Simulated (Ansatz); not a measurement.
**ZnS: band-structure calculation**

ZnS (I-4m2, 2 atoms in the cell), computed with DFT, PBE, plane waves, PAW, no spin polarisation (Ansatz 0.2.0).

The structure was built on a prototype by a generator. The geometry comes from this level: r2SCAN (a point of a series of strains). It belongs to a series of runs on one base structure; here: epitaxial_xy strain -1.7%. Figures and captions count atoms from 1; the log counts them from 0 in places.

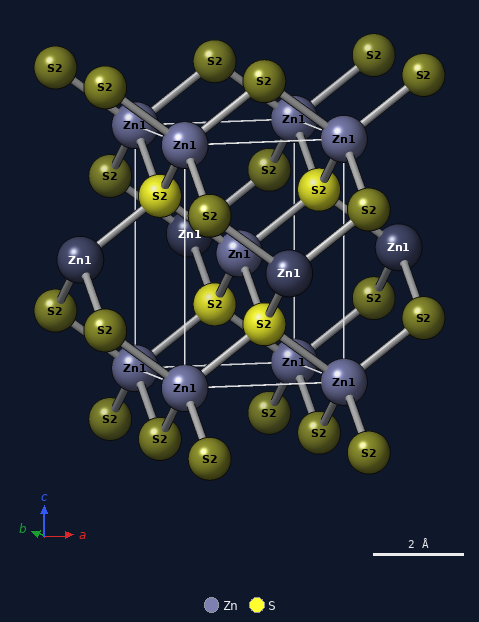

**Figure 1.** The input geometry (ball-and-stick view of the cell 2 times as large as that of the calculation, set on its symmetry axes, seen slightly off an axis; neighbours outside the cell are drawn fainter; atoms are numbered from 1 in the order of the input).

Results in brief:

| quantity | value |
| --- | --- |
| outcome | converged |
| space group (tolerance 0.01 Å) | I-4m2 (119) |
| electrons treated | 18 |
| free energy | −4222.7108 eV |
| Fermi energy | 7.226 eV |
| gap on the k-point mesh | 2.16 eV |
| pressure | 3.43 GPa |
| largest force (length of the vector) | under 0.001 eV/Å |
| hardware | 4 threads of an Arm (aarch64) CPU, shared host |
| wall time | 2.3 s (CPU time 7.4 s) |
| peak memory | 0.36 GiB |

Input:
```yaml
crystal:
  lattice:
    - [0.0, 2.6472086969, 2.7502548155]
    - [2.6472086969, 0.0, 2.7502548155]
    - [2.6472086969, 2.6472086969, 0.0]
  atoms:
    - { symbol: Zn, position: [0.0, 0.0, 0.0] }
    - { symbol: S, position: [0.25, 0.25, 0.25] }
kpoints:
  mp_grid: { grid: [8, 8, 8] }
  band_path:
    path:
      - [0.0, 0.0, 0.0]
      - [-0.5, -0.5, 0.0]
      - [-0.375, -0.375, 0.25]
      - [-0.375, 0.0, 0.375]
      - [0.0, 0.0, 0.5]
      - [-0.5, -0.25, 0.25]
    npoints: 1
hamiltonian:
  xc: pbe
scf:
  occupations: { method: fermi_dirac, width: 0.02 }
  n_extra_bands: 4
output:
  forces: true
  stress: true
  eigenvalues: true
  write_density: true
  write_potential: true
  elf: true
  volumetric_format: npy
```

Launch command:
```bash
ansatz run input.yaml --threads 4 --pin off --max-ram 3686MiB --backend cpu --events-out ev --progress --plain --runs-dir out
```

The program's output:
```
scf.n_extra_bands = 4 over 9 filled bands (N_el = 18.0): the run solves 13 bands
Engine: ansatz 0.2.0, aarch64-unknown-linux-gnu
Pseudopotentials: kind: paw
Pseudopotential: Zn, paw, valence charge 12, recommended cutoff 420 eV (normal), Zn.paw.azcp
Pseudopotential: S, paw, valence charge 6, recommended cutoff 420 eV (normal), S.paw.azcp
Functional definition: PBE
  parameter kappa = 0.804
  parameter beta = 0.06672455060314922
  exchange = pbe_x(kappa = kappa, mu = beta*pi^2/3)
  correlation = pbe_c(beta = beta)
Crystal: 2 atoms, lattice volume = 38.546 Å³
Basis set: ecut = 420 eV, 741 PW (Γ), exchange–correlation on 54×54×54 points (8 copies of the dense FFT grid, shifted against one another)
Bands: 13, of which v1, the nominal top of the filled ones, is band 9 counted from 1 (8 counted from 0)
Symmetry: 8 space group operations
Space group: I-4m2 (ITA 119), of the structure as read, at distance tolerance 3.4e-5 Å
k-points: 59 of 512 (time reversal used)
Non-local potential: Zn, projectors of the file, l = 0: 2, l = 1: 2, l = 2: 3, l = 3: 1
Non-local potential: S, projectors of the file, l = 0: 2, l = 1: 2, l = 2: 2
PAW form: soft (Blöchl's): semilocal exchange-correlation on the pseudo side does not see the compensation charge
PAW one-centre angular grid: Zn, 590 points (default); XC on 64 Gauss nodes
PAW one-centre angular grid: S, 110 points (default); XC on 64 Gauss nodes
Initial density: superposition of atomic densities (neutral atoms: chi_scale 0, normalization atom), corrected by the library's trained network
Initial wavefunctions: pseudopotential atomic-orbital guess
Functional: x = pbe(κ = 0.804, μ = 0.2195149727645171), c = pbe(β = 0.06672455060314922)
SCF iter   1: F=—  HF=-4222.710527 eV  |F-HF|=—  |Δ(HF+E_count)|=         —  Δρ=5.77e-4  dr2=1.53e-4  ethr=1.77e-3  ⟨swp⟩=5.9  Hψ=4679  notcnv=0
preconditioner: auto → none  [insulator: Δε(μ)=2.150 eV  Ē_g=12.314 eV  σ=0.020 eV  W_gap=1.00  n_scr=14 (ndim 8)  ℏωp=25.4 eV  f_vac=0.022  D(μ)=0.00/eV (n_scr^D=0)  ε∞_Penn≈5.2]
SCF iter   2: F=—  HF=-4222.710726 eV  |F-HF|=—  |Δ(HF+E_count)|=   1.99e-4  Δρ=5.41e-4  dr2=5.17e-5  ethr=8.52e-7  ⟨swp⟩=2.7  Hψ=2024  notcnv=0
SCF iter   3: F=—  HF=-4222.710757 eV  |F-HF|=—  |Δ(HF+E_count)|=   3.07e-5  Δρ=1.68e-4  dr2=7.99e-6  ethr=2.87e-7  ⟨swp⟩=2.0  Hψ=1238  notcnv=0
SCF iter   4: F=—  HF=-4222.710765 eV  |F-HF|=—  |Δ(HF+E_count)|=   7.75e-6  Δρ=6.68e-5  dr2=9.81e-7  ethr=4.44e-8  ⟨swp⟩=2.0  Hψ=1239  notcnv=0
SCF iter   5: F=—  HF=-4222.710767 eV  |F-HF|=—  |Δ(HF+E_count)|=   2.72e-6  Δρ=3.56e-5  dr2=3.17e-7  ethr=5.45e-9  ⟨swp⟩=2.0  Hψ=1298  notcnv=0
SCF iter   6: F=-4222.710768 eV  HF=-4222.710768 eV  |F-HF|=7.01e-9  |Δ(HF+E_count)|=   5.54e-7  Δρ=3.34e-6  dr2=1.58e-9  ethr=5.56e-10  ⟨swp⟩=5.9  Hψ=4614  notcnv=0
SCF 1 converged in 6 iterations: F = -4222.710768 eV  dr2 = 1.58e-9
  greatest PAW one-centre occupation: 0.983 electrons in one spin orbital (limit 2), on the Zn atom at site 0 (counted from 0), in its partial waves of l = 2
```

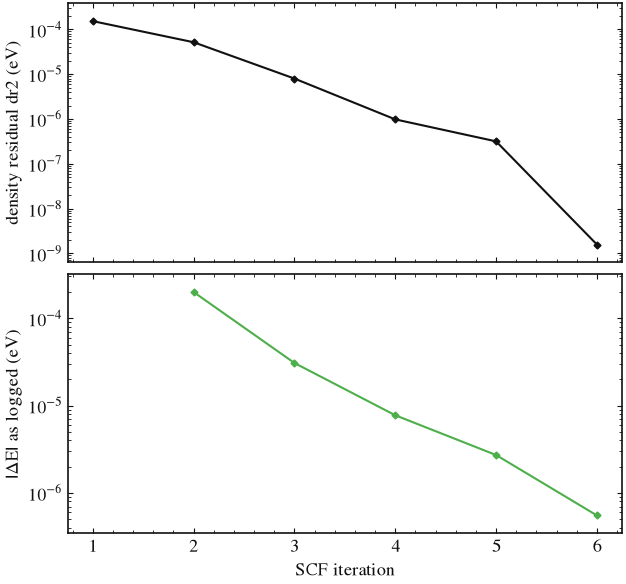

**Figure 2.** Convergence of the self-consistent field: density residual dr2 and size of the energy change against the SCF iteration. The residual falls at every step.

```
NSCF: frozen V_eff on 6 k-points
SCF converged after 6 iterations
Free energy (F): -4222.710768 eV
Harris-Foulkes:  -4222.710768 eV  (|F-HF|=7.01e-9)
Internal energy: -4222.710768 eV  (E = F + TS)
E sigma→0 (E₀):  -4222.710768 eV
Fermi energy:    7.226287 eV
--- Per-component energies (eV) ---
  E_band       = 9.189813
  E_kinetic    = 238.976443
  E_local      = -2025.219695  (includes V_loc(G=0)·N_el)
  E_nonlocal   = 642.530736
  E_hartree    = 847.367781
  E_xc         = -234.767966
  E_vxc        = -140.044195  (∫ρ·V_xc dr)
  E_paw        = -2428.232331  (= ΣΔE_a)
  E_vpaw       = -401.789139  (= ΣTr[D̂ρ^β])
  E_aug_tail   = -0.000357  (compensation charges beyond the density's cutoff)
  E_ewald      = -1263.365378
  E_smearing   = -0.000000  (= −TS)
  E_closure    = 0.000000  (closes the sum)
  Σ components = -4222.710768   (vs F -4222.710768, Δ=0.00e0)
--- Forces (eV/Å), atoms counted from 1 ---
  atom   1  Zn     0.00000000    -0.00000000     0.00000000
  atom   2  S     -0.00000000     0.00000000     0.00000000
  max |Σ_I F_I| component: 1.39e-17 eV/Å
--- Stress (GPa, compression-positive) ---
        3.975973      -0.000000      -0.000000
       -0.000000       3.975973       0.000000
        0.000000       0.000000       2.346270
  P = ⅓ Tr σ = 3.4327 GPa (34.327 kbar)
--- Band table (eV; the first three rows and the last of 59) ---
  k-point 0: bands = ["-7.2120", "-0.3507", "-0.3259", "-0.3259", "0.1857", "0.1984", "5.9929", "6.1409", "6.1409", "8.2978", "12.4493", "12.4572", "12.4572"]
  k-point 1: bands = ["-7.0902", "-0.3419", "-0.3148", "-0.3031", "0.1854", "0.1952", "4.9601", "5.8819", "5.9979", "9.1145", "12.3534", "12.7167", "12.7287"]
  k-point 2: bands = ["-6.7711", "-0.3006", "-0.2691", "-0.2522", "0.1934", "0.1944", "3.2075", "5.5243", "5.6871", "9.6244", "12.8735", "13.1689", "13.1967"]
  k-point 58: bands = ["-5.9591", "-0.3918", "0.0333", "0.0333", "0.2681", "0.3735", "1.2980", "3.9279", "3.9279", "9.5845", "10.4034", "16.9148", "18.2333"]
```

File bands.tsv:
```
# k_distance	band_0	band_1	band_2	band_3	band_4	band_5	band_6	band_7	band_8	band_9	band_10	band_11	band_12
# fermi_ev = 7.226287
# lock_threshold_ev = 1e-6
# [0, 0, 0] at k_distance = 0.000000
# [-0.5, -0.5, 0] at k_distance = 1.142291
# [-0.375, -0.375, 0.25] at k_distance = 1.561873
# [-0.375, 0, 0.375] at k_distance = 2.284144
# [0, 0, 0.5] at k_distance = 3.006414
# [-0.5, -0.25, 0.25] at k_distance = 3.830007
# levels_relative_to = fermi_ev
# free_energy_ev = -4222.710768
# largest_residual_norms_ev = 1.221e-3 3.729e-4 3.966e-4 4.528e-4 1.015e-3 7.974e-4 8.678e-4 1.055e-3 1.456e-3 8.599e-4 1.771e-3 1.024e-3 1.827e-3
0.000000	-14.438303	-7.576979	-7.552152	-7.552152	-7.040559	-7.027905	-1.233426	-1.085409	-1.085409	1.071473	5.223017	5.230927	5.230927
1.142291	-13.185352	-7.618121	-7.192950	-7.192950	-6.958197	-6.852816	-5.928304	-3.298377	-3.298377	2.358204	3.177080	9.688551	11.007026
1.561873	-13.189151	-7.492985	-7.254497	-7.132972	-7.001491	-6.691360	-5.953894	-4.362316	-2.870457	3.163550	5.062142	8.123728	8.719358
2.284144	-13.148882	-7.483372	-7.270848	-7.150692	-6.997020	-6.660202	-5.816101	-4.340860	-3.070812	2.874685	4.769234	8.258194	8.618969
3.006414	-13.465053	-7.457705	-7.423471	-7.009269	-7.000191	-6.827044	-6.569435	-2.142136	-1.922902	2.192664	5.613766	5.921380	7.822603
3.830007	-13.142177	-7.437130	-7.250378	-7.101481	-7.066011	-6.618336	-5.873703	-4.003877	-3.911319	4.626729	5.062717	6.962782	7.178510
```

File v_z.tsv:
```
# z_ang	v_es[eV]	v_tot[eV]
# format = ansatz-planar-average/11
# xc	pbe
# density_cutoff_ev	1680
# datasets	Zn=:simpson_from_first_knot:soft	S=:simpson_from_first_knot:soft
# lattice	0.000000000	2.647208697	2.750254815
# lattice	2.647208697	0.000000000	2.750254815
# lattice	2.647208697	2.647208697	0.000000000
# sites	2
# site	30	0.000000000	0.000000000	0.000000000
# site	16	1.323604348	1.323604348	1.375127408
0.000000	-6.063294e-1	-1.269315e1
0.138656	-1.639209e0	-1.404964e1
0.277312	-2.466066e0	-1.500923e1
0.415969	-2.841879e0	-1.537278e1
0.554625	-2.662266e0	-1.508126e1
0.693281	-2.013194e0	-1.421704e1
0.831937	-1.051028e0	-1.295399e1
0.970594	5.188115e-2	-1.149562e1
1.109250	1.112297e0	-9.986145e0
1.247906	2.054573e0	-8.482027e0
1.386562	3.078551e0	-6.846646e0
1.525219	4.399557e0	-4.940704e0
1.663875	5.931453e0	-2.865163e0
1.802531	7.403035e0	-8.456194e-1
1.941187	8.534896e0	8.208748e-1
2.079844	9.210068e0	1.960046e0
2.218500	9.501502e0	2.623226e0
2.357156	9.518198e0	2.842981e0
2.495812	9.307072e0	2.657775e0
2.634469	8.754656e0	2.048650e0
2.773125	7.782548e0	8.459948e-1
2.911781	6.536264e0	-9.520858e-1
3.050437	5.204294e0	-3.084346e0
3.189093	3.892699e0	-5.300420e0
3.327750	2.644236e0	-7.447938e0
3.466406	1.496865e0	-9.400013e0
3.605062	4.410243e-1	-1.113014e1
```

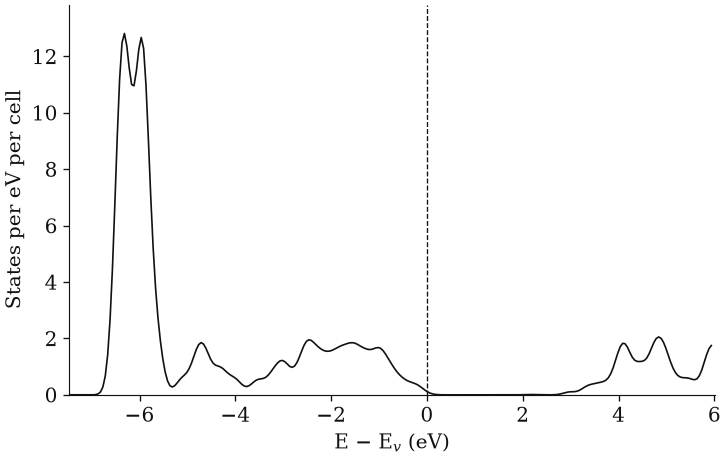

**Figure 3.** Density of states (the curve is built from the levels of the k mesh with Gaussians 0.3 eV wide, which also blur the band edges), with energies from the valence-band top. There is a gap of 2.16 eV on the k-point mesh. Small ripples come from the finite k-point mesh.

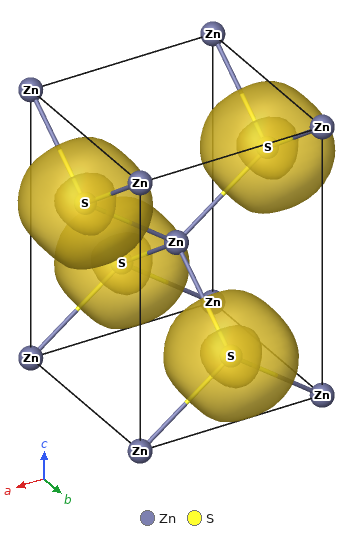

**Figure 4.** Isosurface of the electron localisation function at 0.7 (yellow), seen at an oblique angle. Core shells and regions of very low density are left out. Sticks mark near contacts. The outline is the cell set on symmetry axes. Profiles from the grid: Zn–S (2.32 Å): the ELF is about 0.55 at the midpoint. In a PAW calculation such maps are meaningful between the atoms, not at the nuclei.

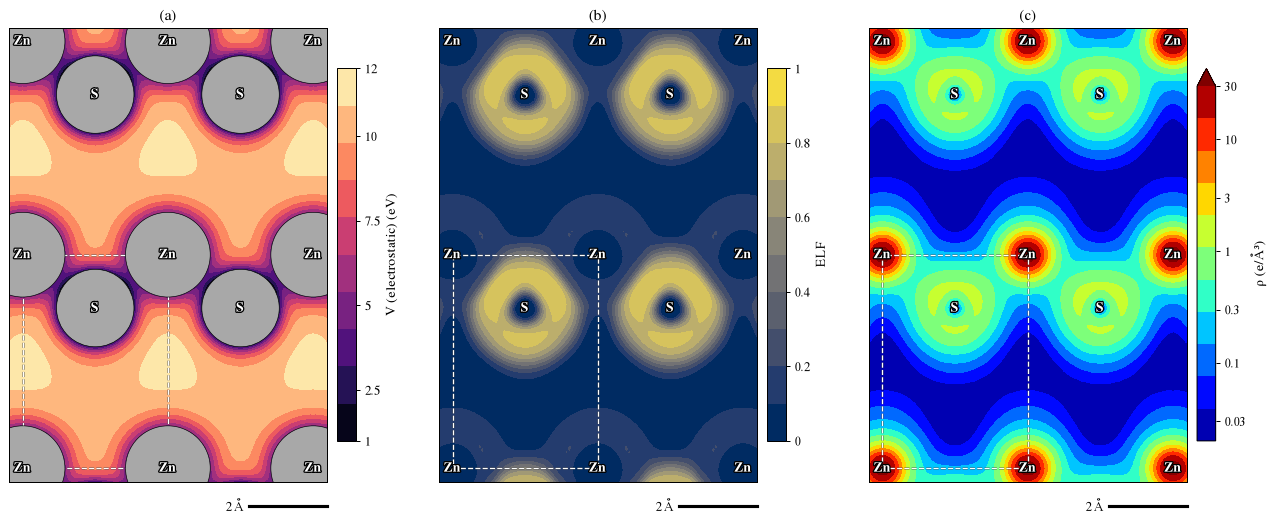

**Figure 5.** (a) electrostatic potential energy of an electron; (b) ELF; (c) valence electron density on the (100) plane of the conventional cell. Grey discs, where drawn, cover atomic cores. Atoms in the plane: Zn and S. Zn–S (2.32 Å): ρ at the midpoint is about 0.53 e/Å³; the ELF is about 0.55 at the midpoint. Away from the nuclei the density in this plane falls to 0.02 e/Å³ at its lowest. Outside the cores the potential energy rises away from the atoms and is highest about 2.3 Å from the nearest atoms; outside the discs it spans about 10 eV, and its zero is arbitrary.

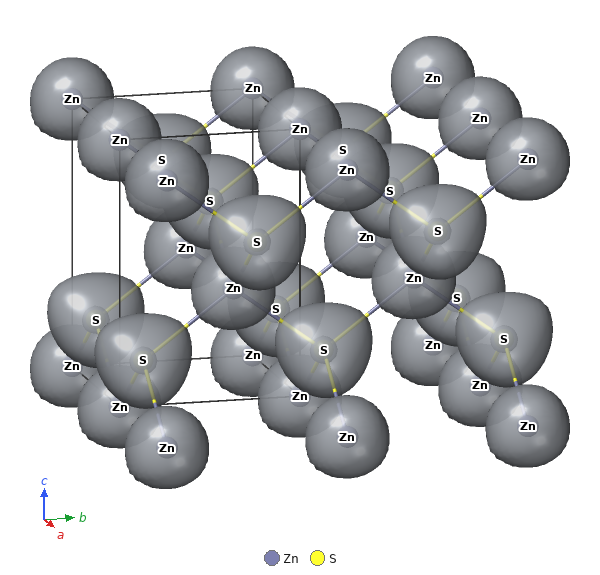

**Figure 6.** Isosurface of the valence pseudo-density at 0.6 e/Å³ (grey), seen slightly off an axis. Sticks mark near contacts. The outline is the cell set on symmetry axes. At this value the density breaks into separate islands; it holds about 70 % of the electrons treated as valence. It is pinched off along the Zn–S (2.32 Å) contacts. On the grid the lowest density along these lines, outside the cores, is 0.49 e/Å³ (Zn–S, 2.32 Å).
